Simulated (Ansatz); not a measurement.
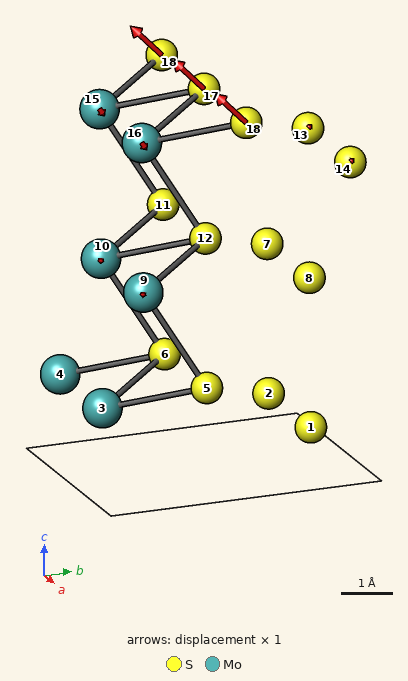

This is a constrained relaxation of a slab of composition MoS2 (cut from the R-3m phase). The starting structure is drawn; red arrows show the displacements, at their true length.

Style: ball-and-stick. Shown: the cell of the calculation, outlined in the plane, without the vacuum (origin shifted), slightly off an axis.

Case: clean slab, lower half held. The slab is the (1 0 1) face of MoS2. 8 atoms are held fixed.

These are results of DFT PBE+D3(BJ), scalar-relativistic, plane waves, PAW (Ansatz 0.2.0), not measurements. Settings: plane-wave cutoff 420 eV; k-point mesh 5 × 5 × 1; occupations gaussian; smearing width 0.1 eV; no spin polarisation; dipole correction; atoms relaxed in a fixed cell; force threshold 0.03 eV/Å; at most 70 steps.

### What did the optimiser do to the structure, and how much energy did it gain?

The energy falls by 2.234 eV per cell of the calculation in 6 accepted moves (7 points after the start). The largest force component goes from 2.6 to 0.015 eV/Å. The line search rejected the trial step at point 6 of the run. The largest moves, 0.93 Å, are those of S17 and S18. S17 goes at 46° to the normal (+c side). Largest moves by element: S 0.93 Å, Mo 0.20 Å. The cell doesn't change. Near-neighbour distances that change, for instance: S11–Mo15 2.417 → 2.248 Å, Mo10–S13 2.417 → 2.529 Å, Mo3–Mo10 3.133 → 3.033 Å, S5–Mo9 2.417 → 2.327 Å. Bond angles that change, for instance: S13–Mo16–S18 180.0° → 147.6°, S12–Mo16–S17 80.8° → 107.8°, S13–Mo16–S17 99.2° → 87.9°. Cost: 2.4 min on 4 threads of Intel(R) Xeon(R) 6975P-C (Granite Rapids), on a shared host, peak memory 2.4 GiB.
